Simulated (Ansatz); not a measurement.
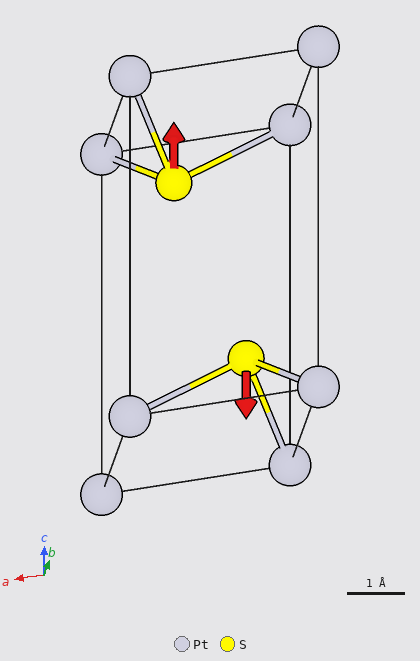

Lattice vibrations of crystalline PtS2, space group P-3m1 (No. 164), at the zone centre. The optical levels lie at 287 (×2), 306 (×2), 317, 324 cm⁻¹. One mode is drawn. The red arrows give the relative displacements of the atoms. A ball-and-stick model of the cell of the calculation, seen from a free direction.

Theory: DFT PBE, scalar-relativistic, plane waves, PAW in Ansatz. (plane-wave cutoff 420 eV; k-point mesh 12 × 12 × 4; occupations fixed; no spin polarisation)

Frequencies are those without the non-analytic (LO–TO) term.

**Which of these frequencies is the drawn mode's?**

The level at 324 cm⁻¹. This is the A₁g mode, the highest optical level, Raman-active by symmetry. The Pt atoms stay at rest; all motion is along c; atoms of one kind move against one another, with no net shift of their sublattice.

Limits of the set-up: layers or molecules are held without a dispersion correction, so their spacing is unreliable.
